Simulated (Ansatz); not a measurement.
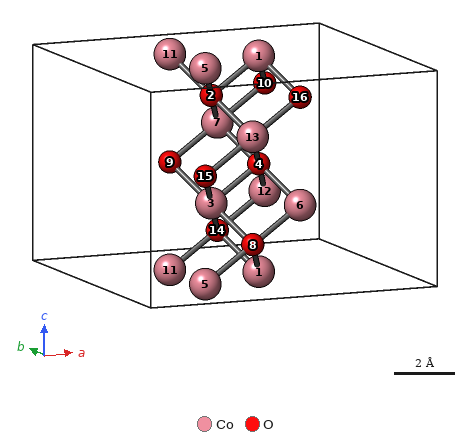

Fig. 1: The structure as given in the input (ball-and-stick view of the cell of the calculation, with the vacuum cut short, seen slightly off an axis; atoms are numbered from 1 in the order of the input). An atom can appear more than once, as a periodic image.

## Geometry relaxation, with input and output: CoO (part 1 of 6)

- system: CoO (16 atoms in the cell)
- method: DFT PBE, scalar-relativistic, plane waves, PAW, spin-polarised (Ansatz 0.2.0)

The structure derives from an entry of the Crystallography Open Database. It belongs to a series of runs on one base structure; here: wire along [1 1 1], 16 atoms a period. Figures and captions count atoms from 1; the log counts them from 0 in places.

Input file:
```yaml
crystal:
  lattice:
    - [12.5, 0.0, 0.0]
    - [0.0, 12.3, 0.0]
    - [0.0, 0.0, 7.3582941728]
  atoms:
    - { symbol: Co, position: [0.5693746628, 0.5, 0.0], spin: 2.74 }
    - { symbol: O, position: [0.4306253372, 0.5, 0.8333333333], spin: 0.35 }
    - { symbol: Co, position: [0.4306253372, 0.5, 0.3333333333], spin: 2.74 }
    - { symbol: O, position: [0.5693746628, 0.5, 0.5], spin: 0.35 }
    - { symbol: Co, position: [0.3612506745, 0.377885731, 0.0], spin: 2.74 }
    - { symbol: Co, position: [0.6387493255, 0.377885731, 0.3333333333], spin: 2.74 }
    - { symbol: Co, position: [0.5, 0.622114269, 0.6666666667], spin: 2.74 }
    - { symbol: O, position: [0.5, 0.377885731, 0.1666666667], spin: 0.35 }
    - { symbol: O, position: [0.3612506745, 0.622114269, 0.5], spin: 0.35 }
    - { symbol: O, position: [0.6387493255, 0.622114269, 0.8333333333], spin: 0.35 }
    - { symbol: Co, position: [0.3612506745, 0.622114269, 0.0], spin: 2.74 }
    - { symbol: Co, position: [0.6387493255, 0.622114269, 0.3333333333], spin: 2.74 }
    - { symbol: Co, position: [0.5, 0.377885731, 0.6666666667], spin: 2.74 }
    - { symbol: O, position: [0.5, 0.622114269, 0.1666666667], spin: 0.35 }
    - { symbol: O, position: [0.3612506745, 0.377885731, 0.5], spin: 0.35 }
    - { symbol: O, position: [0.6387493255, 0.377885731, 0.8333333333], spin: 0.35 }
basis:
  ecutwfc: 420
kpoints:
  mp_grid: { grid: [1, 1, 8] }
hamiltonian:
  xc: pbe
scf:
  occupations: { method: gaussian, width: 0.05 }
  lower_state_search: "off"
output:
  forces: true
  stress: true
  eigenvalues: true
  populations: true
  write_density: true
  write_potential: true
  elf: true
  volumetric_format: npy
magnetization:
  spin_polarized: true
relax:
  adjacent_minimum: "off"
  f_tol: 0.02
  max_steps: 45
  cell: { fix: [a, b, alpha, beta, gamma], stress_tol: 0.03 }
```

Command:
```bash
ansatz run input.yaml --threads 4 --pin off --max-ram 11264MiB --backend cpu --events-out ev --progress --plain --runs-dir out
```

Output:
```
Engine: ansatz 0.2.0, x86_64-unknown-linux-gnu
Pseudopotentials: kind: paw
Pseudopotential: Co, paw, valence charge 17, recommended cutoff 420 eV (normal), Co.paw.azcp
Pseudopotential: O, paw, valence charge 6, recommended cutoff 420 eV (normal), O.paw.azcp
Functional definition: PBE
  parameter kappa = 0.804
  parameter beta = 0.06672455060314922
  exchange = pbe_x(kappa = kappa, mu = beta*pi^2/3)
  correlation = pbe_c(beta = beta)
Crystal: 16 atoms, lattice volume = 1131.338 Å³
Basis set: ecut = 420 eV, 22125 PW (Γ), exchange–correlation on 180×180×100 points (8 copies of the dense FFT grid, shifted against one another)
Bands: 126, of which v1, the nominal top of the filled ones, is band 92 counted from 1 (91 counted from 0)
Symmetry: 4 space group operations
Space group: P2/m (ITA 10), of the structure as read, at distance tolerance 1.0e-4 Å
Magnetic group: BNS 10.42 (UNI 49), of the structure as read, at distance tolerance 1.0e-4 Å
k-points: 5 of 8
Non-local potential: Co, projectors of the file, l = 0: 3, l = 1: 2, l = 2: 3, l = 3: 1
Non-local potential: O, projectors of the file, l = 0: 2, l = 1: 2, l = 2: 1
PAW form: soft (Blöchl's): semilocal exchange-correlation on the pseudo side does not see the compensation charge
PAW one-centre angular grid: Co, 590 points (default); XC on 64 Gauss nodes
PAW one-centre angular grid: O, 110 points (default); XC on 64 Gauss nodes
Initial density: superposition of atomic densities (neutral atoms: chi_scale 0, normalization atom)
Starting moments: Σ|m| = 24.72 μB on 16 of 16 sites
Initial wavefunctions: pseudopotential atomic-orbital guess
Functional: x = pbe(κ = 0.804, μ = 0.2195149727645171), c = pbe(β = 0.06672455060314922)
SCF iter   1: F=—  HF=-45532.288452 eV  |F-HF|=—  |Δ(HF+E_count)|=         —  Δρ=4.36e-2 (↑3.18e-2 ↓4.36e-2)  dr2=7.90e1  dr2_m=4.04e0  M=24.000 μB ∫|m|=24.203 μB  β_m=0.30  ethr=3.10e-3  ⟨swp⟩=7.2  Hψ=5257  notcnv=0  defer=20
preconditioner: auto → LDOS  [metal: Δε(μ)=0.002 eV  Ē_g=9.148 eV  σ=0.050 eV  W_gap=0.02  n_scr=154 (ndim 8)  ℏωp=12.1 eV  f_vac=0.717  D(μ)=48.96/eV (n_scr^D=422)]
spin=Collinear: LDOS preconditioning applied to the charge; magnetization (m = ρ↑ − ρ↓) channel mixes plain (no charge-response kernel on spin).
SCF iter   2: F=—  HF=-45522.159642 eV  |F-HF|=—  |Δ(HF+E_count)|=    1.01e1  Δρ=3.02e-2 (↑1.90e-2 ↓3.02e-2)  dr2=3.28e1  dr2_m=1.86e0  M=24.000 μB ∫|m|=24.294 μB  β_m=0.30  ethr=3.10e-3  ⟨swp⟩=3.0  Hψ=2243  notcnv=0  defer=166
SCF iter   3: F=—  HF=-45518.347612 eV  |F-HF|=—  |Δ(HF+E_count)|=    3.81e0  Δρ=4.64e-2 (↑2.04e-2 ↓4.64e-2)  dr2=2.91e1  dr2_m=7.41e0  M=20.000 μB ∫|m|=20.502 μB  β_m=0.30  ethr=3.10e-3  ⟨swp⟩=3.3  Hψ=2080  notcnv=0  defer=167
SCF iter   4: F=—  HF=-45519.013105 eV  |F-HF|=—  |Δ(HF+E_count)|=   6.65e-1  Δρ=5.09e-2 (↑1.59e-2 ↓5.09e-2)  dr2=4.20e1  dr2_m=5.78e0  M=20.028 μB ∫|m|=20.581 μB  β_m=0.30  ethr=3.10e-3  ⟨swp⟩=2.0  Hψ=1590  notcnv=0  defer=176
SCF iter   5: F=—  HF=-45519.883677 eV  |F-HF|=—  |Δ(HF+E_count)|=   8.71e-1  Δρ=6.59e-2 (↑1.88e-2 ↓6.59e-2)  dr2=8.06e1  dr2_m=7.23e0  M=20.000 μB ∫|m|=20.570 μB  β_m=0.30  ethr=3.10e-3  ⟨swp⟩=1.0  Hψ=1084  notcnv=0  defer=176
SCF iter   6: F=—  HF=-45518.898646 eV  |F-HF|=—  |Δ(HF+E_count)|=   9.85e-1  Δρ=4.31e-2 (↑1.73e-2 ↓4.31e-2)  dr2=3.95e1  dr2_m=2.54e0  M=22.155 μB ∫|m|=22.544 μB  β_m=0.30  ethr=3.10e-3  ⟨swp⟩=2.3  Hψ=1445  notcnv=0  defer=176
SCF iter   7: F=—  HF=-45519.587278 eV  |F-HF|=—  |Δ(HF+E_count)|=   6.89e-1  Δρ=5.87e-2 (↑2.11e-2 ↓5.87e-2)  dr2=7.98e1  dr2_m=3.84e0  M=21.236 μB ∫|m|=21.731 μB  β_m=0.30  ethr=3.10e-3  ⟨swp⟩=2.0  Hψ=1582  notcnv=0  defer=178
SCF iter   8: F=—  HF=-45519.303087 eV  |F-HF|=—  |Δ(HF+E_count)|=   2.84e-1  Δρ=5.26e-2 (↑2.53e-2 ↓5.26e-2)  dr2=7.49e1  dr2_m=2.15e0  M=21.780 μB ∫|m|=22.206 μB  β_m=0.30  ethr=3.10e-3  ⟨swp⟩=2.0  Hψ=1221  notcnv=0  defer=178
SCF iter   9: F=—  HF=-45519.760613 eV  |F-HF|=—  |Δ(HF+E_count)|=   4.58e-1  Δρ=5.93e-2 (↑3.02e-2 ↓5.93e-2)  dr2=1.02e2  dr2_m=2.27e0  M=21.160 μB ∫|m|=21.665 μB  β_m=0.30  ethr=3.10e-3  ⟨swp⟩=1.5  Hψ=1358  notcnv=0  defer=178
SCF iter  10: F=—  HF=-45518.471781 eV  |F-HF|=—  |Δ(HF+E_count)|=    1.29e0  Δρ=3.76e-2 (↑3.06e-2 ↓3.76e-2)  dr2=5.62e1  dr2_m=5.48e-1  M=22.181 μB ∫|m|=22.628 μB  β_m=0.30  ethr=3.10e-3  ⟨swp⟩=2.0  Hψ=1265  notcnv=0  defer=176
SCF iter  11: F=—  HF=-45518.989253 eV  |F-HF|=—  |Δ(HF+E_count)|=   5.17e-1  Δρ=4.30e-2 (↑3.21e-2 ↓4.30e-2)  dr2=6.92e1  dr2_m=5.61e-1  M=22.256 μB ∫|m|=22.720 μB  β_m=0.30  ethr=3.10e-3  ⟨swp⟩=1.1  Hψ=1342  notcnv=0  defer=175
SCF iter  12: F=—  HF=-45517.852277 eV  |F-HF|=—  |Δ(HF+E_count)|=    1.14e0  Δρ=3.10e-2 (↑3.10e-2 ↓1.68e-2)  dr2=2.45e1  dr2_m=1.38e0  M=22.756 μB ∫|m|=23.166 μB  β_m=0.30  ethr=3.10e-3  ⟨swp⟩=2.0  Hψ=1198  notcnv=0  defer=175
SCF iter  13: F=—  HF=-45517.897578 eV  |F-HF|=—  |Δ(HF+E_count)|=   4.53e-2  Δρ=2.75e-2 (↑2.75e-2 ↓1.56e-2)  dr2=4.85e0  dr2_m=4.11e0  M=23.434 μB ∫|m|=23.845 μB  β_m=0.30  ethr=3.10e-3  ⟨swp⟩=2.1  Hψ=1475  notcnv=0  defer=173
SCF iter  14: F=—  HF=-45518.818542 eV  |F-HF|=—  |Δ(HF+E_count)|=   9.21e-1  Δρ=7.22e-2 (↑2.04e-2 ↓7.22e-2)  dr2=3.56e1  dr2_m=2.17e1  M=23.984 μB ∫|m|=24.444 μB  β_m=0.30  ethr=2.63e-3  ⟨swp⟩=2.0  Hψ=1301  notcnv=0  defer=173
SCF iter  15: F=—  HF=-45519.100409 eV  |F-HF|=—  |Δ(HF+E_count)|=   2.82e-1  Δρ=3.16e-2 (↑1.12e-2 ↓3.16e-2)  dr2=7.20e0  dr2_m=4.23e0  M=23.985 μB ∫|m|=24.492 μB  β_m=0.30  ethr=2.63e-3  ⟨swp⟩=2.0  Hψ=1469  notcnv=0  defer=173
Mixer restart at iter 15: flushing history
spin-set hold released at iteration 15 (site moments' squared step at or under half its running peak, from the soft ceiling on): the magnetisation degrees of freedom join the quasi-Newton model from the next iteration; the mixer history was flushed
SCF iter  16: F=—  HF=-45519.397607 eV  |F-HF|=—  |Δ(HF+E_count)|=   2.97e-1  Δρ=3.52e-2 (↑7.03e-3 ↓3.52e-2)  dr2=1.29e1  dr2_m=4.03e0  M=23.980 μB ∫|m|=24.527 μB  β_m=0.65  ethr=2.63e-3  ⟨swp⟩=2.0  Hψ=1144  notcnv=0  defer=173
SCF iter  17: F=—  HF=-45519.578887 eV  |F-HF|=—  |Δ(HF+E_count)|=   1.81e-1  Δρ=4.02e-2 (↑5.95e-3 ↓4.02e-2)  dr2=2.48e1  dr2_m=3.40e0  M=23.940 μB ∫|m|=24.550 μB  β_m=0.82  ethr=2.63e-3  ⟨swp⟩=2.0  Hψ=1471  notcnv=0  defer=174
SCF iter  18: F=—  HF=-45519.170002 eV  |F-HF|=—  |Δ(HF+E_count)|=   4.09e-1  Δρ=3.09e-2 (↑1.41e-2 ↓3.09e-2)  dr2=1.13e1  dr2_m=2.01e0  M=23.562 μB ∫|m|=24.174 μB  β_m=0.56  ethr=2.63e-3  ⟨swp⟩=2.0  Hψ=1580  notcnv=0  defer=174
SCF iter  19: F=—  HF=-45519.297148 eV  |F-HF|=—  |Δ(HF+E_count)|=   1.27e-1  Δρ=2.22e-2 (↑7.25e-3 ↓2.22e-2)  dr2=8.94e0  dr2_m=8.89e-1  M=23.959 μB ∫|m|=24.546 μB  β_m=0.78  ethr=2.63e-3  ⟨swp⟩=2.0  Hψ=1488  notcnv=0  defer=173
SCF iter  20: F=—  HF=-45519.345973 eV  |F-HF|=—  |Δ(HF+E_count)|=   4.88e-2  Δρ=1.57e-2 (↑3.72e-3 ↓1.57e-2)  dr2=3.16e0  dr2_m=5.90e-1  M=22.931 μB ∫|m|=23.560 μB  β_m=0.89  ethr=2.63e-3  ⟨swp⟩=2.0  Hψ=1336  notcnv=0  defer=173
SCF iter  21: F=—  HF=-45519.512623 eV  |F-HF|=—  |Δ(HF+E_count)|=   1.67e-1  Δρ=1.13e-2 (↑3.31e-3 ↓1.13e-2)  dr2=1.71e0  dr2_m=2.67e-1  M=22.499 μB ∫|m|=23.130 μB  β_m=0.95  ethr=1.72e-3  ⟨swp⟩=2.0  Hψ=1270  notcnv=0  defer=173
SCF iter  22: F=—  HF=-45519.524486 eV  |F-HF|=—  |Δ(HF+E_count)|=   1.19e-2  Δρ=6.71e-3 (↑4.76e-3 ↓6.71e-3)  dr2=6.62e-1  dr2_m=1.71e-1  M=21.110 μB ∫|m|=21.790 μB  β_m=0.97  ethr=9.31e-4  ⟨swp⟩=2.0  Hψ=1457  notcnv=0  defer=174
SCF iter  23: F=—  HF=-45519.603850 eV  |F-HF|=—  |Δ(HF+E_count)|=   7.94e-2  Δρ=7.55e-3 (↑5.51e-3 ↓7.55e-3)  dr2=4.39e-1  dr2_m=2.97e-1  M=20.159 μB ∫|m|=20.881 μB  β_m=0.35  ethr=3.60e-4  ⟨swp⟩=2.0  Hψ=1461  notcnv=0  defer=174
SCF iter  24: F=—  HF=-45519.589118 eV  |F-HF|=—  |Δ(HF+E_count)|=   1.47e-2  Δρ=4.15e-3 (↑4.15e-3 ↓3.52e-3)  dr2=3.55e-1  dr2_m=6.44e-2  M=20.003 μB ∫|m|=20.690 μB  β_m=0.69  ethr=2.39e-4  ⟨swp⟩=2.0  Hψ=1397  notcnv=0  defer=174
SCF iter  25: F=—  HF=-45519.621473 eV  |F-HF|=—  |Δ(HF+E_count)|=   3.24e-2  Δρ=4.34e-3 (↑2.01e-3 ↓4.34e-3)  dr2=9.51e-2  dr2_m=9.48e-2  M=20.000 μB ∫|m|=20.651 μB  β_m=0.84  ethr=1.93e-4  ⟨swp⟩=2.0  Hψ=1410  notcnv=0  defer=174
SCF iter  26: F=—  HF=-45519.674892 eV  |F-HF|=—  |Δ(HF+E_count)|=   5.34e-2  Δρ=5.70e-3 (↑3.28e-3 ↓5.70e-3)  dr2=4.73e-1  dr2_m=1.10e-1  M=20.000 μB ∫|m|=20.606 μB  β_m=0.92  ethr=5.17e-5  ⟨swp⟩=2.0  Hψ=1925  notcnv=0  defer=174  recentre
SCF iter  27: F=—  HF=-45519.680990 eV  |F-HF|=—  |Δ(HF+E_count)|=   6.10e-3  Δρ=5.34e-3 (↑1.88e-3 ↓5.34e-3)  dr2=3.78e-1  dr2_m=7.07e-2  M=20.000 μB ∫|m|=20.626 μB  β_m=0.94  ethr=5.17e-5  ⟨swp⟩=2.0  Hψ=1936  notcnv=0  defer=174
SCF iter  28: F=—  HF=-45519.670585 eV  |F-HF|=—  |Δ(HF+E_count)|=   1.04e-2  Δρ=2.27e-3 (↑8.25e-4 ↓2.27e-3)  dr2=7.69e-2  dr2_m=1.03e-2  M=20.000 μB ∫|m|=20.631 μB  β_m=0.90  ethr=5.17e-5  ⟨swp⟩=2.0  Hψ=1571  notcnv=0  defer=174
SCF iter  29: F=—  HF=-45519.670159 eV  |F-HF|=—  |Δ(HF+E_count)|=   4.26e-4  Δρ=9.73e-4 (↑5.05e-4 ↓9.73e-4)  dr2=9.15e-3  dr2_m=4.01e-3  M=20.000 μB ∫|m|=20.632 μB  β_m=0.95  ethr=4.18e-5  ⟨swp⟩=1.6  Hψ=1098  notcnv=0  defer=174
SCF iter  30: F=—  HF=-45519.670399 eV  |F-HF|=—  |Δ(HF+E_count)|=   2.40e-4  Δρ=8.42e-4 (↑5.53e-4 ↓8.42e-4)  dr2=1.01e-2  dr2_m=2.43e-3  M=20.000 μB ∫|m|=20.645 μB  β_m=0.98  ethr=4.97e-6  ⟨swp⟩=2.0  Hψ=1371  notcnv=0  defer=174
SCF iter  31: F=—  HF=-45519.671290 eV  |F-HF|=—  |Δ(HF+E_count)|=   8.91e-4  Δρ=6.29e-4 (↑1.08e-4 ↓6.29e-4)  dr2=3.05e-3  dr2_m=9.49e-4  M=20.000 μB ∫|m|=20.637 μB  β_m=0.86  ethr=4.97e-6  ⟨swp⟩=1.0  Hψ=1160  notcnv=0  defer=174
SCF iter  32: F=—  HF=-45519.671813 eV  |F-HF|=—  |Δ(HF+E_count)|=   5.23e-4  Δρ=3.24e-4 (↑1.52e-4 ↓3.24e-4)  dr2=1.60e-3  dr2_m=1.90e-4  M=20.000 μB ∫|m|=20.638 μB  β_m=0.91  ethr=1.66e-6  ⟨swp⟩=1.6  Hψ=1201  notcnv=0  defer=174
SCF iter  33: F=—  HF=-45519.672114 eV  |F-HF|=—  |Δ(HF+E_count)|=   3.00e-4  Δρ=2.14e-4 (↑8.46e-5 ↓2.14e-4)  dr2=3.59e-4  dr2_m=1.02e-4  M=20.000 μB ∫|m|=20.636 μB  β_m=0.92  ethr=8.71e-7  ⟨swp⟩=2.0  Hψ=1343  notcnv=0  defer=174
SCF iter  34: F=—  HF=-45519.672445 eV  |F-HF|=—  |Δ(HF+E_count)|=   3.31e-4  Δρ=3.71e-4 (↑8.05e-5 ↓3.71e-4)  dr2=1.82e-3  dr2_m=2.52e-4  M=20.000 μB ∫|m|=20.636 μB  β_m=0.90  ethr=1.95e-7  ⟨swp⟩=2.0  Hψ=1927  notcnv=0  defer=174  recentre
SCF iter  35: F=—  HF=-45519.672422 eV  |F-HF|=—  |Δ(HF+E_count)|=   2.26e-5  Δρ=2.49e-4 (↑6.18e-5 ↓2.49e-4)  dr2=5.83e-4  dr2_m=1.24e-4  M=20.000 μB ∫|m|=20.635 μB  β_m=0.78  ethr=1.95e-7  ⟨swp⟩=2.0  Hψ=1682  notcnv=0  defer=174
SCF iter  36: F=—  HF=-45519.672516 eV  |F-HF|=—  |Δ(HF+E_count)|=   9.39e-5  Δρ=1.01e-4 (↑4.07e-5 ↓1.01e-4)  dr2=7.08e-5  dr2_m=2.94e-5  M=20.000 μB ∫|m|=20.635 μB  β_m=0.73  ethr=1.95e-7  ⟨swp⟩=2.0  Hψ=1376  notcnv=0  defer=174
SCF iter  37: F=—  HF=-45519.672876 eV  |F-HF|=—  |Δ(HF+E_count)|=   3.60e-4  Δρ=6.50e-5 (↑2.95e-5 ↓6.50e-5)  dr2=2.99e-5  dr2_m=9.40e-6  M=20.000 μB ∫|m|=20.635 μB  β_m=0.65  ethr=3.85e-8  ⟨swp⟩=2.1  Hψ=1678  notcnv=0  defer=174
SCF iter  38: F=—  HF=-45519.672901 eV  |F-HF|=—  |Δ(HF+E_count)|=   2.49e-5  Δρ=3.33e-5 (↑1.98e-5 ↓3.33e-5)  dr2=6.09e-6  dr2_m=4.74e-6  M=20.000 μB ∫|m|=20.635 μB  β_m=0.82  ethr=1.62e-8  ⟨swp⟩=2.0  Hψ=1889  notcnv=0  defer=174
SCF iter  39: F=—  HF=-45519.672918 eV  |F-HF|=—  |Δ(HF+E_count)|=   1.73e-5  Δρ=4.28e-5 (↑6.96e-6 ↓4.28e-5)  dr2=1.77e-5  dr2_m=4.54e-6  M=20.000 μB ∫|m|=20.635 μB  β_m=0.82  ethr=3.31e-9  ⟨swp⟩=2.0  Hψ=1972  notcnv=0  defer=174
SCF iter  40: F=—  HF=-45519.672923 eV  |F-HF|=—  |Δ(HF+E_count)|=   4.89e-6  Δρ=3.53e-5 (↑4.95e-6 ↓3.53e-5)  dr2=1.34e-5  dr2_m=2.95e-6  M=20.000 μB ∫|m|=20.635 μB  β_m=0.91  ethr=3.31e-9  ⟨swp⟩=2.0  Hψ=1447  notcnv=0  defer=174
SCF iter  41: F=—  HF=-45519.672926 eV  |F-HF|=—  |Δ(HF+E_count)|=   3.20e-6  Δρ=3.71e-5 (↑1.05e-5 ↓3.71e-5)  dr2=1.87e-5  dr2_m=2.60e-6  M=20.000 μB ∫|m|=20.635 μB  β_m=0.84  ethr=3.31e-9  ⟨swp⟩=2.0  Hψ=1847  notcnv=0  defer=174
SCF iter  42: F=—  HF=-45519.672925 eV  |F-HF|=—  |Δ(HF+E_count)|=   1.27e-6  Δρ=2.88e-5 (↑5.85e-6 ↓2.88e-5)  dr2=9.70e-6  dr2_m=1.74e-6  M=20.000 μB ∫|m|=20.635 μB  β_m=0.92  ethr=3.31e-9  ⟨swp⟩=2.0  Hψ=1570  notcnv=0  defer=174
SCF iter  43: F=—  HF=-45519.672926 eV  |F-HF|=—  |Δ(HF+E_count)|=   1.20e-6  Δρ=1.61e-5 (↑7.32e-6 ↓1.61e-5)  dr2=4.15e-6  dr2_m=3.19e-7  M=20.000 μB ∫|m|=20.635 μB  β_m=0.79  ethr=3.31e-9  ⟨swp⟩=2.1  Hψ=1761  notcnv=0  defer=174
SCF iter  44: F=—  HF=-45519.672925 eV  |F-HF|=—  |Δ(HF+E_count)|=   7.85e-7  Δρ=1.83e-5 (↑3.20e-6 ↓1.83e-5)  dr2=2.63e-6  dr2_m=1.06e-6  M=20.000 μB ∫|m|=20.635 μB  β_m=0.88  ethr=2.25e-9  ⟨swp⟩=2.5  Hψ=1553  notcnv=0  defer=174
SCF iter  45: F=—  HF=-45519.672927 eV  |F-HF|=—  |Δ(HF+E_count)|=   1.90e-6  Δρ=1.05e-5 (↑1.96e-6 ↓1.05e-5)  dr2=1.14e-6  dr2_m=3.35e-7  M=20.000 μB ∫|m|=20.635 μB  β_m=0.94  ethr=1.43e-9  ⟨swp⟩=2.0  Hψ=1203  notcnv=0  defer=174
SCF iter  46: F=—  HF=-45519.672928 eV  |F-HF|=—  |Δ(HF+E_count)|=   3.77e-7  Δρ=1.16e-5 (↑2.17e-6 ↓1.16e-5)  dr2=1.72e-6  dr2_m=2.64e-7  M=20.000 μB ∫|m|=20.635 μB  β_m=0.97  ethr=6.18e-10  ⟨swp⟩=2.0  Hψ=1261  notcnv=0  defer=174
SCF iter  47: F=—  HF=-45519.672928 eV  |F-HF|=—  |Δ(HF+E_count)|=   1.32e-7  Δρ=4.51e-6 (↑9.53e-7 ↓4.51e-6)  dr2=3.03e-7  dr2_m=3.90e-8  M=20.000 μB ∫|m|=20.635 μB  β_m=0.99  ethr=6.18e-10  ⟨swp⟩=2.0  Hψ=1193  notcnv=0  defer=174
SCF iter  48: F=—  HF=-45519.672928 eV  |F-HF|=—  |Δ(HF+E_count)|=   2.18e-9  Δρ=3.25e-6 (↑2.95e-6 ↓3.25e-6)  dr2=2.81e-7  dr2_m=9.01e-9  M=20.000 μB ∫|m|=20.635 μB  β_m=0.85  ethr=1.65e-10  ⟨swp⟩=2.0  Hψ=1479  notcnv=0  defer=174
SCF iter  49: F=—  HF=-45519.672928 eV  |F-HF|=—  |Δ(HF+E_count)|=   8.75e-8  Δρ=3.48e-6 (↑1.00e-6 ↓3.48e-6)  dr2=1.22e-7  dr2_m=3.19e-8  M=20.000 μB ∫|m|=20.635 μB  β_m=0.92  ethr=1.53e-10  ⟨swp⟩=2.0  Hψ=1462  notcnv=0  defer=174
SCF iter  50: F=—  HF=-45519.672928 eV  |F-HF|=—  |Δ(HF+E_count)|=   1.88e-8  Δρ=3.87e-6 (↑1.13e-6 ↓3.87e-6)  dr2=1.05e-7  dr2_m=5.49e-8  M=20.000 μB ∫|m|=20.635 μB  β_m=0.90  ethr=5.43e-11  ⟨swp⟩=21.2  Hψ=9659  notcnv=0
SCF iter  51: F=-45519.672928 eV  HF=-45519.672928 eV  |F-HF|=3.77e-8  |Δ(HF+E_count)|=   3.88e-8  Δρ=2.14e-6 (↑5.82e-7 ↓2.14e-6)  dr2=4.57e-8  dr2_m=1.34e-8  M=20.000 μB ∫|m|=20.635 μB  ethr=5.43e-11  ⟨swp⟩=12.0  Hψ=7714  notcnv=0
SCF 1 converged in 51 iterations: F = -45519.672928 eV  dr2 = 4.57e-8
  greatest PAW one-centre occupation: 1.004 electrons in one spin orbital (limit 2), on the Co atom at site 11 (counted from 0), in its partial waves of l = 1
relax step   1: F+E_penalty+E_count = -45519.67292775 eV  Δ(F+E_penalty+E_count) = +0.000e0 eV  max|allowed force component| = 2.967e0 eV/Å  Δτ_max = 0.0000 Å  P = -4.361 GPa  Ω = 1131.338 Å³  fix = [a, b, alpha, beta, gamma]  reactions: a -4.620, b -3.775 GPa; beta +0.796 GPa/rad  (51 SCF iters, dr2 threshold 1.00e-7 eV, accepted)
Crystal: 16 atoms, lattice volume = 1100.365 Å³
Basis set: ecut = 420 eV, 21487 PW (Γ), exchange–correlation on 180×180×100 points (8 copies of the dense FFT grid, shifted against one another)
Initial density: handed on by an earlier stage of this run
Starting moments: Σ|m| = 24.72 μB on 16 of 16 sites; this step starts from the density that it was given
Initial wavefunctions: those handed on with the density
iter 1 solved again at ethr=2.37e-3 eV; its pass at ethr=3.10e-3 eV (dr2=4.35e0 eV) is discarded
```
